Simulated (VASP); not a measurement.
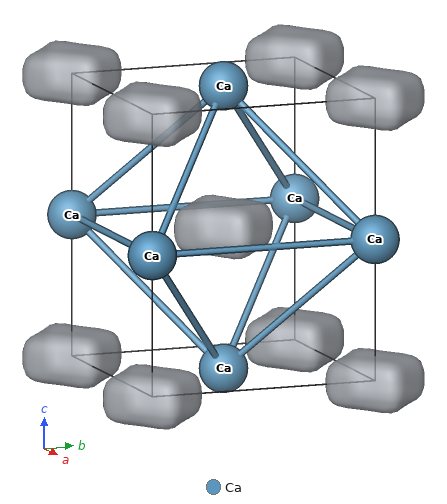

Ca. Isosurface of the electron localisation function at 0.65 (grey), seen slightly off an axis. Only the valence region is drawn (cores and ρ < 0.01 e/Å³ removed). Sticks mark near contacts.

Space group Immm; a structure from a database of computed crystals, not necessarily the ambient phase; changed on purpose from its base cell (strained and moved within the space group).

Method: VASP 6.6.1, Kohn-Sham DFT of a periodic cell, PBEsol, VASP PAW PBE potentials, recommended.

In a PAW calculation such maps are meaningful between the atoms, not at the nuclei.

Identify the bonds, lone pairs and shells in this picture.

The surface consists of two pockets between the atoms, centred on no nucleus (multi-centre or interstitial), counted in one cell of 2 atoms. Any copies at cell faces, edges or corners count once. There are no localised bonds or lone pairs at this value.

Values along the shortest contacts:
Ca–Ca (3.71 Å): the ELF is about 0.25 at the midpoint (no localised pair shows between them). Ca–Ca (3.87 Å): the ELF is about 0.35 at the midpoint; no localised pair shows between them.
